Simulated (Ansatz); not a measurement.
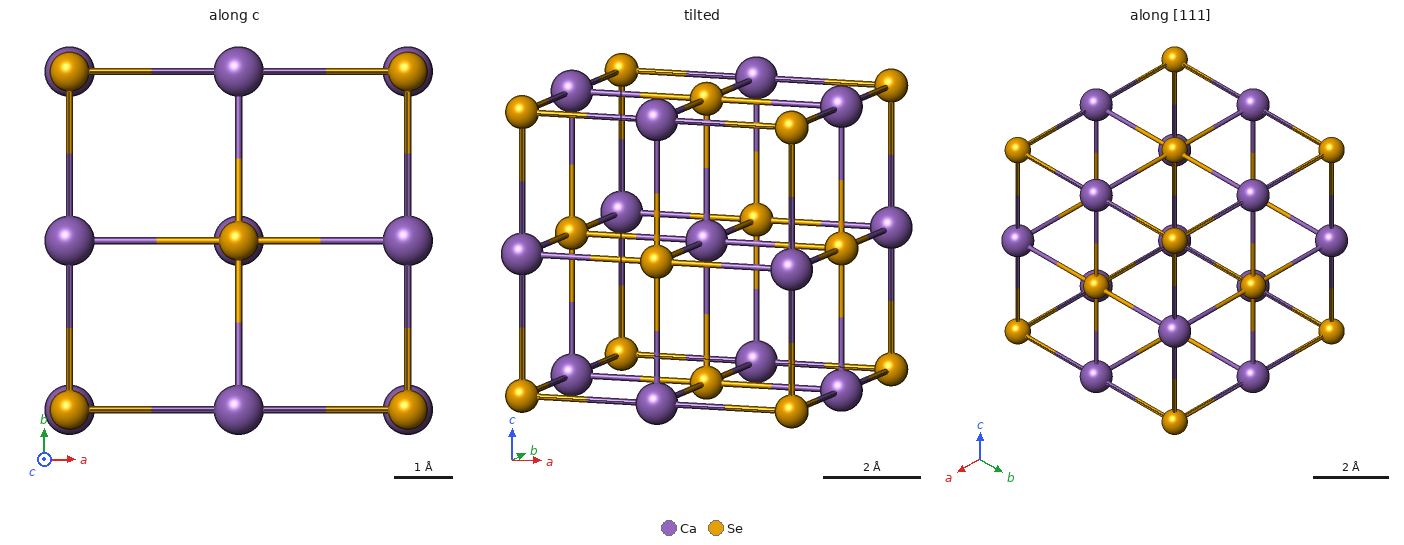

The image is a ball-and-stick drawing of a crystal, viewed along the c axis, slightly off an axis and along [111]. The box is the conventional unit cell; atoms on or close to its faces, edges and corners are drawn wherever they repeat.

Lattice parameters: a = 5.93 Å, b = 5.93 Å, c = 5.93 Å, α = 90.00°, β = 90.00°, γ = 90.00°.

> What is the formula unit?

CaSe. The cell holds 4 Ca, 4 Se, counting shared atoms by their share.

> Give the crystal system and centring.

Face-centred cubic.

> State the space group and its number.

Fm-3m (No. 225), with Ca on 4b and Se on 4a.

> What lies around Ca?

Each Ca has six Se in an octahedral arrangement at about 3.0 Å.

> What kind of network do the bonds form?

The bonds build a three-dimensional framework.

Source of the structure: a structure type known for this compound. Earlier steps of the study may have refined or changed the cell and positions. A calculation with Ansatz used it as input.
